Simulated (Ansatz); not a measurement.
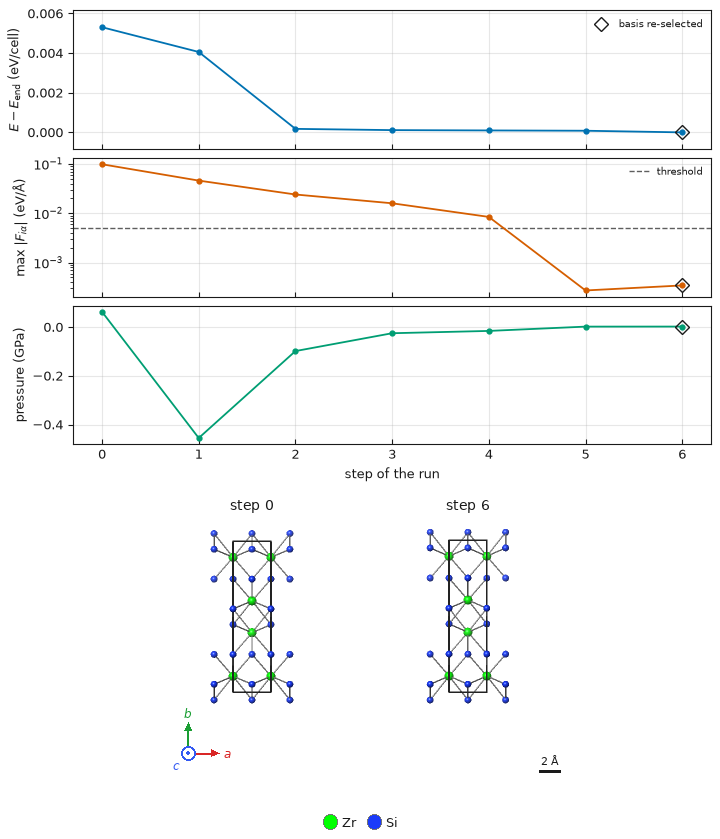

First and last geometry of a relaxation of crystalline ZrSi$_{2}$ (set up in Cmcm), with the history of the run. Style: ball-and-stick. Shown: the conventional cell (2 times the calculation's cell), along the c axis. Lengths and directions refer to the drawn axes.

Method: DFT r2SCAN, scalar-relativistic, plane waves, PAW in Ansatz 0.2.0. Settings: plane-wave cutoff 500 eV; k-point mesh 10 × 10 × 10; occupations gaussian; smearing width 0.1 eV; no spin polarisation; cell and atoms relaxed; force threshold 0.005 eV/Å; at most 80 steps.

> Did the run converge, and what did it change?

It converged. After 5 accepted moves (6 points after the start) the energy has fallen by 5.3 meV per cell of the calculation. Largest force component: 0.099 eV/Å at the start, 0.00034 eV/Å at the end. Pressure: 0.06 GPa at the start and 0.00 GPa at the end. The SCF was repeated once at an unchanged geometry on a basis and grid sized afresh for the cell, which shifted the energy by 0.1 meV per cell of the calculation at most. The largest moves relative to the cell, 0.011 Å, are those of Si atoms. By element the largest moves are Si 0.011 Å, Zr 0.008 Å. The volume changes by +0.2 %, with a 3.706 → 3.688 Å (−0.5 %), b 14.735 → 14.864 Å (+0.9 %), c 3.672 → 3.666 Å (−0.2 %). Some distances before and after: Si–Zr 2.808 → 2.823 Å, Si–Zr 2.971 → 2.980 Å, Si–Zr 2.828 → 2.823 Å, Si–Si 2.395 → 2.391 Å. The space group stays Cmcm (No. 63).

```tsv
step	E − E(0), meV/atom	largest force component, eV/Å	pressure, GPa	volume, Å³/atom	note
0	0.00	0.0986	0.06	16.710	
1	-0.21	0.0460	-0.46	16.829	
2	-0.86	0.0240	-0.10	16.760	
3	-0.87	0.0159	-0.03	16.751	
4	-0.87	0.0084	-0.02	16.754	
5	-0.87	0.0003	0.00	16.751	
6	-0.88	0.0003	0.00	16.751	same geometry, new basis
```
